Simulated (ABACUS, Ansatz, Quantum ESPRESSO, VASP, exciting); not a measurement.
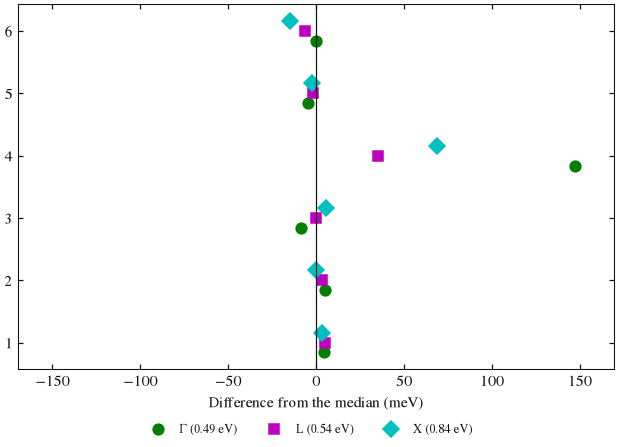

Lowest conduction level at each named k point, counted from the valence-band top at Γ, for zincblende GaSb, space group F-43m (No. 216), 2 atoms in the primitive cell, volume scaled by a factor 0.94; cubic a = 5.993 Å. Six runs by five programs used PBE (no spin polarisation, no spin-orbit coupling) on the same cell and 8×8×8 k mesh. The plot shows each result less the median of the plane-wave and all-electron runs, which the legend gives. The cell is at 6 GPa in Ansatz.

Question: The programs are ABACUS, ABACUS LCAO, Ansatz, Quantum ESPRESSO, VASP and exciting. Which number lies farthest out, and which program is it likely to be?

Answer: Number 4, off by +148 meV at Γ; it is ABACUS LCAO (local basis). The numbers: 1 Quantum ESPRESSO; 2 ABACUS; 3 exciting; 4 ABACUS LCAO; 5 Ansatz; 6 VASP.

The plane-wave and all-electron programs (Ansatz, VASP, Quantum ESPRESSO, exciting and ABACUS) agree within 21 meV at these points; their potentials differ as well, also in the shells treated as valence. ABACUS LCAO departs by up to +148 meV (at Γ).

| program | kind | valence electrons | Γ (eV) | L (eV) | X (eV) |
| --- | --- | --- | --- | --- | --- |
| Quantum ESPRESSO | plane waves | 28 | 0.492 | 0.547 | 0.846 |
| ABACUS | plane waves | 28 | 0.492 | 0.545 | 0.842 |
| exciting | all-electron | – | 0.479 | 0.542 | 0.848 |
| ABACUS LCAO | local basis | 28 | 0.635 | 0.577 | 0.911 |
| Ansatz | plane waves | 28 | 0.483 | 0.540 | 0.840 |
| VASP | plane waves | 18 | 0.487 | 0.535 | 0.827 |

Settings. SSSP 1.3 efficiency PBE, 952 eV cutoff, Fermi-Dirac smearing of 0.05 eV (Quantum ESPRESSO 7.5). PseudoDojo NC SR 0.4.1 PBE standard, 1102 eV cutoff, Fermi-Dirac smearing of 0.05 eV (ABACUS). all-electron LAPW+lo, shipped species files, valence relativity iora*, Fermi-Dirac smearing of 0.05 eV (exciting sodium). PseudoDojo NC SR 0.4.1 PBE standard, DZP LCAO (the cutoffs set its grid) basis, Fermi-Dirac smearing of 0.05 eV (ABACUS). Ansatz PAW, 420 eV cutoff, Fermi-Dirac smearing of 0.05 eV (Ansatz). VASP PAW PBE potentials, release 64 (Sb, Ga_d), 520 eV cutoff, Fermi-Dirac smearing of 0.05 eV (VASP 6.6.1).

Spin-orbit coupling is left out, which matters for Sb. LDA, GGA and most meta-GGA functionals understate gaps. ABACUS LCAO: the atomic orbitals were generated for these runs and aren't a published set. ABACUS LCAO: the basis of atomic orbitals isn't converged, which shifts gaps and empty levels.
